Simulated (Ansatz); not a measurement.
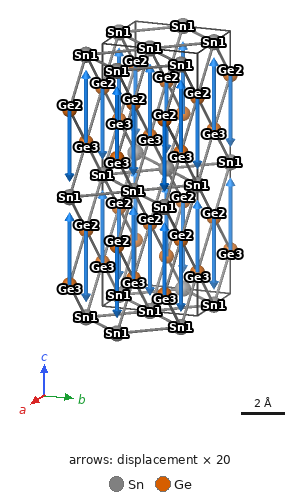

This is a relaxation of solid SnGe2 (a generated structure, set up in Fmmm) (coarse preliminary run). The starting structure is drawn; blue arrows show the displacements (the part carried along by the change of the cell is left out), magnified 20 times.

Style: ball-and-stick. Shown: the conventional cell (4 times the calculation's cell), repeated 2 × 1 × 1 with one cell outlined, slightly off an axis. Lengths and directions refer to the drawn axes.

All numbers below come from Ansatz 0.2.0, DFT PBE, scalar-relativistic, plane waves, PAW.

Input
```yaml
crystal:
  lattice:
    - [0.0, 2.40998239, 6.44031571]
    - [2.1467719, 0.0, 6.44031571]
    - [2.1467719, 2.40998239, 0.0]
  atoms:
    - { symbol: Sn, position: [0.5, 0.5, 0.5] }
    - { symbol: Ge, position: [0.83333333, 0.83333333, 0.16666667] }
    - { symbol: Ge, position: [0.16666667, 0.16666667, 0.83333333] }
basis:
  ecutwfc: 420
kpoints:
  mp_grid: { grid: [6, 6, 6] }
hamiltonian:
  xc: pbe
scf:
  occupations: { method: gaussian, width: 0.1 }
  lower_state_search: "off"
output:
  forces: true
  stress: true
  eigenvalues: true
relax:
  adjacent_minimum: "off"
  f_tol: 0.04
  max_steps: 70
  cell: { stress_tol: 0.4 }
```

Command:
```bash
ansatz run input.yaml --threads 1 --pin off --max-ram 2560MiB --backend cpu --events-out ev --progress --plain --runs-dir out
```

### What happened in the run?

After 3 accepted moves (5 points after the start) the energy has fallen by 0.208 eV per cell of the calculation. Largest force component: 0.63 eV/Å at the start, 0.0031 eV/Å at the end. The pressure goes from 1.01 to 0.07 GPa. The line search rejected the trial step at point 2 of the run. The SCF was repeated once at an unchanged geometry on a basis and grid sized afresh for the cell, which shifted the energy by 0.1 meV per cell of the calculation at most. The largest moves relative to the cell, 0.18 Å, are those of Ge2 and Ge3. Ge2 goes along −c. Sn stays in place. The drawn cell changes at constant volume: a 4.294 → 4.360 Å (+1.5 %), b 4.820 → 5.003 Å (+3.8 %), c 12.881 → 12.226 Å (−5.1 %). Some distances before and after: Ge2–Ge3 3.036 → 2.753 Å, Sn1–Sn1 3.227 → 3.318 Å, Sn1–Ge2 3.036 → 3.108 Å. The space group stays Fmmm (No. 69). Cost: 19 s on 1 thread of Intel(R) Xeon(R) Platinum 8488C (Sapphire Rapids), with other jobs on the host, peak memory 0.45 GiB.
